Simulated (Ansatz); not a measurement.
# Zr2O: geometry relaxation (part 2 of 2)

Continued. System: Zr2O (Pn-3m, 6 atoms in the cell). Method: DFT PBEsol, scalar-relativistic, plane waves, PAW, no spin polarisation (Ansatz 0.2.0); cutoff 420 eV, 8×8×8 k-mesh, Gaussian smearing of 0.1 eV. The structure derives from a Materials Project entry.

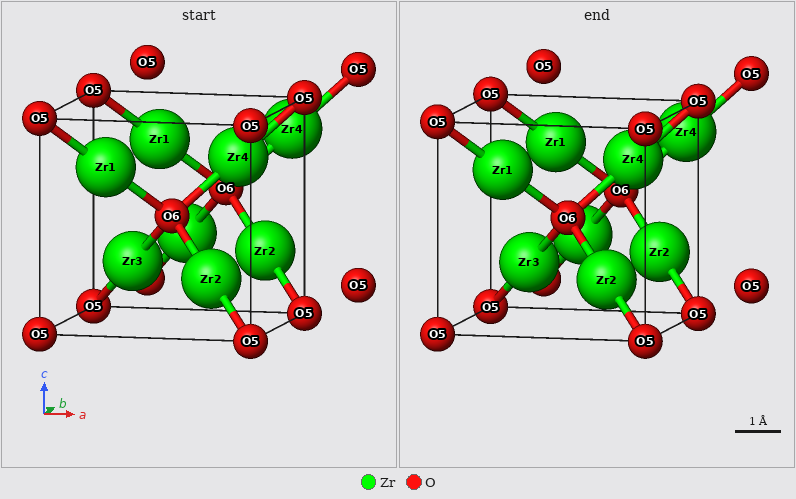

*Before (left) and after (right) the relaxation, at one scale (ball-and-stick view of the cell of the calculation, repeated 1 × 2 × 1, seen slightly off an axis).*

Over 4 geometry steps the energy falls by 17.6 meV per atom. All forces vanish by symmetry, so only the cell relaxes. The pressure goes from −6.08 to 0.00 GPa. The basis was re-selected once at an unchanged geometry, which shifts the energy a little without any move. No atom moves by more than 0.005 Å relative to the cell. The volume changes by −4.6 %, with a = b = c 4.876 → 4.800 Å (−1.6 %). Among the contacts that change: Zr1–O5 2.112 → 2.079 Å. The space group stays Pn-3m (No. 224). The energy change given includes the shifts at the re-selections in mid-walk, which come without any move. A last SCF at the same geometry on a re-selected plane-wave basis shifts the energy by +0.0 meV per atom. (Atoms are counted from 1 in the order of the input.)

```
basis re-selected at this cell: Δ(F+E_penalty+E_count) = +1.021e-4 eV, ΔP = -0.001 GPa vs the last step (what re-selecting the basis moved, of the pressure what is left beyond the Pulay correction that the steps carried, after the strain that the cell walked since its last selection, with what the two solves' SCF thresholds leave and, on support functions, any second-order correction that the steps lacked; it is no measure of the basis error at this ecutwfc). This SCF's stress stands 7.25e-4 GPa from its target on what of the cell is left free (relax.cell.stress_tol is 5.00e-2 GPa) and its largest allowed force component is 2.04e-17 eV/Å (relax.f_tol is 5.00e-3 eV/Å): within both
SCF converged after 4 iterations
Free energy (F): -17640.956949 eV
Harris-Foulkes:  -17640.956949 eV  (|F-HF|=1.46e-11)
Internal energy: -17640.910044 eV  (E = F + TS)
E sigma→0 (E₀):  -17640.933496 eV
Entropy (-TS):   -0.046905 eV (-7.818 meV/atom)
Fermi energy:    12.940677 eV
--- Per-component energies (eV) ---
  E_band       = -439.697720
  E_kinetic    = 1686.092810
  E_local      = -3510.400623  (includes V_loc(G=0)·N_el)
  E_nonlocal   = 420.772248
  E_hartree    = 1154.764026
  E_xc         = -787.514266
  E_vxc        = -948.379760  (∫ρ·V_xc dr)
  E_paw        = -11904.966335  (= ΣΔE_a)
  E_vpaw       = -397.315504  (= ΣTr[D̂ρ^β])
  E_aug_tail   = 0.005089  (compensation charges beyond the density's cutoff)
  E_ewald      = -4700.396451
  E_core_change = 0.733458  (= ΣΔE_core)
  E_smearing   = -0.046905  (= −TS)
  E_closure    = -0.000000  (closes the sum)
  Σ components = -17640.956949   (vs F -17640.956949, Δ=0.00e0)
--- Forces (eV/Å), atoms counted from 1 ---
  atom   1  Zr     0.00000000    -0.00000000     0.00000000
  atom   2  Zr    -0.00000000    -0.00000000    -0.00000000
  atom   3  Zr    -0.00000000     0.00000000     0.00000000
  atom   4  Zr     0.00000000     0.00000000     0.00000000
  atom   5  O     -0.00000000     0.00000000    -0.00000000
  atom   6  O     -0.00000000    -0.00000000     0.00000000
  max |Σ_I F_I| component: 6.94e-18 eV/Å
--- Stress (GPa, compression-positive) ---
       -0.000725       0.000000       0.000000
        0.000000      -0.000725      -0.000000
        0.000000      -0.000000      -0.000725
  P = ⅓ Tr σ = -0.0007 GPa (-0.007 kbar)
--- Band table (eV; the first three rows and the last of 35) ---
  k-point 0: bands = ["-36.1375", "-36.0276", "-36.0276", "-36.0276", "-15.5638", "-14.3755", "-14.3755", "-14.3755", "-14.3256", "-14.3256", "-13.9991", "-13.9991", "-13.9991", "-13.8442", "-13.8442", "-13.8442", "-7.8681", "-5.4831", "5.2333", "5.2333", "5.2333", "7.9750", "7.9750", "7.9750", "8.3288", "10.9448", "10.9448", "11.2330", "11.2330", "11.2330", "14.8360", "14.8360", "15.3300", "15.3300", "15.5519", "15.5519"]
  k-point 1: bands = ["-36.1334", "-36.0318", "-36.0276", "-36.0276", "-15.5259", "-14.4289", "-14.3729", "-14.3729", "-14.3135", "-14.3099", "-14.0119", "-13.9962", "-13.9962", "-13.8685", "-13.8514", "-13.8514", "-7.7705", "-5.5730", "5.3036", "5.3036", "5.3275", "7.7785", "7.8490", "7.8490", "8.5369", "11.0326", "11.0874", "11.2404", "11.4022", "11.4022", "14.4710", "14.5020", "15.2029", "15.2881", "15.3790", "15.5852"]
  k-point 2: bands = ["-36.1215", "-36.0438", "-36.0275", "-36.0275", "-15.4155", "-14.5780", "-14.3664", "-14.3664", "-14.2790", "-14.2645", "-14.0482", "-13.9872", "-13.9872", "-13.9318", "-13.8708", "-13.8708", "-7.4987", "-5.8275", "5.4992", "5.4992", "5.5953", "7.4079", "7.5377", "7.5377", "8.9704", "11.1884", "11.2930", "11.4735", "11.8475", "11.8475", "13.7406", "13.8369", "14.6866", "14.8642", "15.5217", "15.6724"]
  k-point 34: bands = ["-36.0696", "-36.0498", "-36.0498", "-36.0498", "-15.5994", "-14.5142", "-14.5142", "-14.5142", "-14.1348", "-14.1348", "-14.1348", "-13.8804", "-13.8804", "-13.8734", "-13.8734", "-13.8734", "-7.8429", "-5.4872", "5.4694", "5.4694", "5.4694", "7.6918", "7.6918", "7.6918", "10.4668", "10.4668", "10.4668", "13.0868", "13.0868", "13.5310", "13.5310", "13.5310", "14.4301", "14.4301", "14.4301", "15.5770"]
--- Relaxed structure (5 steps of the walk, 5 accepted, 2 SCFs on fresh bases) ---
  F+E_penalty+E_count = -17640.95694902 eV   max|allowed force component| = 2.043e-17 eV/Å   (the final SCF, on the basis selected at the relaxed cell)
  cell:  # Å, volume = 110.6119 Å³
    - [4.800288181149895, 9.14816723583937e-34, -3.5308715647099323e-34]
    - [1.1716073828355686e-33, 4.800288181149895, 0.0]
    - [-2.8888949165808534e-34, 0.0, 4.800288181149895]
  atoms:
    - { symbol: Zr, position: [0.25, 0.25, 0.7499999999999999] }
    - { symbol: Zr, position: [0.7499999999999999, 0.25, 0.25] }
    - { symbol: Zr, position: [0.25, 0.7499999999999999, 0.25] }
    - { symbol: Zr, position: [0.7499999999999999, 0.7499999999999999, 0.7499999999999999] }
    - { symbol: O, position: [6.487378387939952e-34, -8.937446050139854e-35, 5.000930688149161e-34] }
    - { symbol: O, position: [0.5, 0.5, 0.5] }
```

Trajectory as extended XYZ (Å, eV, eV/Å), 7 frames, from step=1 to step=7
```
6
Lattice="4.8763 0.0000 0.0000 0.0000 4.8763 0.0000 0.0000 0.0000 4.8763" Properties=species:S:1:pos:R:3:forces:R:3 step=1 energy=-17640.85142 pressure_GPa=-6.08
Zr    1.2191    1.2191    3.6573    0.0000   0.0000   0.0000
Zr    3.6573    1.2191    1.2191    0.0000   0.0000   0.0000
Zr    1.2191    3.6573    1.2191    0.0000   0.0000   0.0000
Zr    3.6573    3.6573    3.6573    0.0000   0.0000   0.0000
O     0.0000    0.0000    0.0000    0.0000   0.0000   0.0000
O     2.4382    2.4382    2.4382    0.0000   0.0000   0.0000
6
Lattice="4.7550 0.0000 0.0000 0.0000 4.7550 0.0000 0.0000 0.0000 4.7550" Properties=species:S:1:pos:R:3:forces:R:3 step=2 energy=-17640.92515 pressure_GPa=4.41
Zr    1.1888    1.1888    3.5663    0.0000   0.0000   0.0000
Zr    3.5663    1.1888    1.1888    0.0000   0.0000   0.0000
Zr    1.1888    3.5663    1.1888    0.0000   0.0000   0.0000
Zr    3.5663    3.5663    3.5663    0.0000   0.0000   0.0000
O     0.0000    0.0000    0.0000    0.0000   0.0000   0.0000
O     2.3775    2.3775    2.3775    0.0000   0.0000   0.0000
6
Lattice="4.8045 0.0000 0.0000 0.0000 4.8045 0.0000 0.0000 0.0000 4.8045" Properties=species:S:1:pos:R:3:forces:R:3 step=3 energy=-17640.96247 pressure_GPa=-0.28
Zr    1.2011    1.2011    3.6034    0.0000   0.0000   0.0000
Zr    3.6034    1.2011    1.2011    0.0000   0.0000   0.0000
Zr    1.2011    3.6034    1.2011    0.0000   0.0000   0.0000
Zr    3.6034    3.6034    3.6034    0.0000   0.0000   0.0000
O     0.0000    0.0000    0.0000    0.0000   0.0000   0.0000
O     2.4022    2.4022    2.4022    0.0000   0.0000   0.0000
6
Lattice="4.8014 0.0000 0.0000 0.0000 4.8014 0.0000 0.0000 0.0000 4.8014" Properties=species:S:1:pos:R:3:forces:R:3 step=4 energy=-17640.96298 pressure_GPa=-0.01
Zr    1.2004    1.2004    3.6011    0.0000   0.0000   0.0000
Zr    3.6011    1.2004    1.2004    0.0000   0.0000   0.0000
Zr    1.2004    3.6011    1.2004    0.0000   0.0000   0.0000
Zr    3.6011    3.6011    3.6011    0.0000   0.0000   0.0000
O     0.0000    0.0000    0.0000    0.0000   0.0000   0.0000
O     2.4007    2.4007    2.4007    0.0000   0.0000   0.0000
6
Lattice="4.8014 0.0000 0.0000 0.0000 4.8014 0.0000 0.0000 0.0000 4.8014" Properties=species:S:1:pos:R:3:forces:R:3 step=5 energy=-17640.95690 pressure_GPa=-0.10
Zr    1.2004    1.2004    3.6011    0.0000   0.0000   0.0000
Zr    3.6011    1.2004    1.2004    0.0000   0.0000   0.0000
Zr    1.2004    3.6011    1.2004    0.0000   0.0000   0.0000
Zr    3.6011    3.6011    3.6011    0.0000   0.0000   0.0000
O     0.0000    0.0000    0.0000    0.0000   0.0000   0.0000
O     2.4007    2.4007    2.4007    0.0000   0.0000   0.0000
6
Lattice="4.8003 0.0000 0.0000 0.0000 4.8003 0.0000 0.0000 0.0000 4.8003" Properties=species:S:1:pos:R:3:forces:R:3 step=6 energy=-17640.95705 pressure_GPa=0.00
Zr    1.2001    1.2001    3.6002    0.0000   0.0000   0.0000
Zr    3.6002    1.2001    1.2001    0.0000   0.0000   0.0000
Zr    1.2001    3.6002    1.2001    0.0000   0.0000   0.0000
Zr    3.6002    3.6002    3.6002    0.0000   0.0000   0.0000
O     0.0000    0.0000    0.0000    0.0000   0.0000   0.0000
O     2.4001    2.4001    2.4001    0.0000   0.0000   0.0000
6
Lattice="4.8003 0.0000 0.0000 0.0000 4.8003 0.0000 0.0000 0.0000 4.8003" Properties=species:S:1:pos:R:3:forces:R:3 step=7 energy=-17640.95695 pressure_GPa=-0.00
Zr    1.2001    1.2001    3.6002    0.0000   0.0000   0.0000
Zr    3.6002    1.2001    1.2001    0.0000   0.0000   0.0000
Zr    1.2001    3.6002    1.2001    0.0000   0.0000   0.0000
Zr    3.6002    3.6002    3.6002    0.0000   0.0000   0.0000
O     0.0000    0.0000    0.0000    0.0000   0.0000   0.0000
O     2.4001    2.4001    2.4001    0.0000   0.0000   0.0000
```

This output came from the following input.

The input
```yaml
crystal:
  lattice:
    - [4.876349, 0.0, 0.0]
    - [0.0, 4.876349, 0.0]
    - [0.0, 0.0, 4.876349]
  atoms:
    - { symbol: Zr, position: [0.25, 0.25, 0.75] }
    - { symbol: Zr, position: [0.75, 0.25, 0.25] }
    - { symbol: Zr, position: [0.25, 0.75, 0.25] }
    - { symbol: Zr, position: [0.75, 0.75, 0.75] }
    - { symbol: O, position: [0.0, 0.0, 0.0] }
    - { symbol: O, position: [0.5, 0.5, 0.5] }
basis:
  ecutwfc: 420
kpoints:
  mp_grid: { grid: [8, 8, 8] }
hamiltonian:
  xc: pbesol
scf:
  occupations: { method: gaussian, width: 0.1 }
output:
  forces: true
  stress: true
  eigenvalues: true
relax:
  adjacent_minimum: "off"
  f_tol: 0.005
  max_steps: 80
  cell: { stress_tol: 0.05 }
```

Command:
```bash
ansatz run input.yaml --threads 1 --pin off --max-ram 2560MiB --backend cpu --events-out ev --progress --plain --runs-dir out
```

Results in brief

```tsv
quantity	value
outcome	converged
space group (tolerance 0.01 Å)	Pn-3m (224)
electrons treated	60
free energy	−17640.9569 eV
Fermi energy	12.941 eV
gap on the k-point mesh	none (metallic)
pressure	0.00 GPa
final volume	110.61 Å³
largest force (length of the vector) at the end	under 0.001 eV/Å
final cell	a = 4.800 Å, b = 4.800 Å, c = 4.800 Å, α = 90.00°, β = 90.00°, γ = 90.00°
hardware	1 thread of Intel Xeon @ 2.70GHz, 189 GiB of memory available, shared host
wall time	64 s
peak memory	0.47 GiB
```
